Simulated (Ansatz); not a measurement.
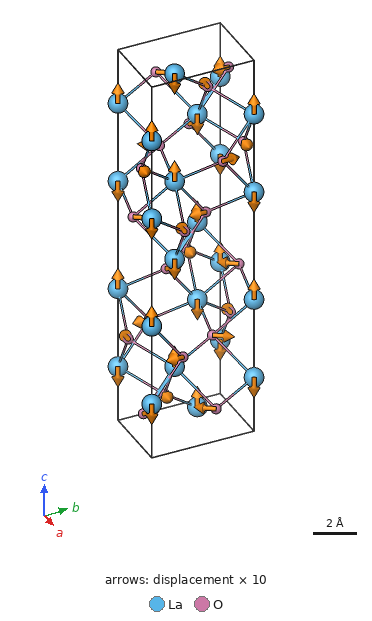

This is a relaxation of solid La2O3 (built on the corundum type). The starting structure is drawn; orange arrows show the displacements (the part carried along by the change of the cell is left out), 10 times their true length.

The picture is a ball-and-stick view of the conventional cell (3 times the calculation's cell), seen slightly off an axis. Lengths and directions refer to the drawn axes.

These are results of DFT, PBE, plane waves, PAW in Ansatz 0.2.0, not measurements. Settings: plane-wave cutoff 420 eV; k-point mesh 4 × 4 × 4; occupations fermi dirac; smearing width 0.02 eV; no spin polarisation; cell and atoms relaxed; force threshold 0.005 eV/Å.

**Describe the change and its energy.**

The largest moves relative to the cell, 0.11 Å, are those of O atoms. By element the largest moves are O 0.11 Å, La 0.11 Å. The drawn cell changes as follows: a = b 6.739 → 6.257 Å (−7.2 %), c 18.331 → 15.806 Å (−13.8 %); the volume changes by −25.7 %. Some distances before and after: La–La 3.850 → 3.530 Å, La–O 2.816 → 2.517 Å, La–O 2.606 → 2.408 Å. Bond angles that change, for instance: La–O–La 119.4° → 112.7°, O–La–O 162.3° → 156.0°, O–La–O 102.6° → 107.7°. The space group stays R-3c (No. 167). After 6 accepted moves (9 points after the start) the energy has fallen by 431 meV per atom. Largest force component: 0.28 eV/Å at the start, 0.00044 eV/Å at the end. The pressure goes from −17.53 to 0.00 GPa. The line search rejected the trial step at point 4 of the run. At 2 points the geometry stayed and the basis and grid were re-selected for the new cell (energy shift of 3.3 meV per atom at most each time). The run took 33 s on 2 threads of AMD EPYC 7R13 Processor (Zen 3), on a shared host, peak memory 0.84 GiB.
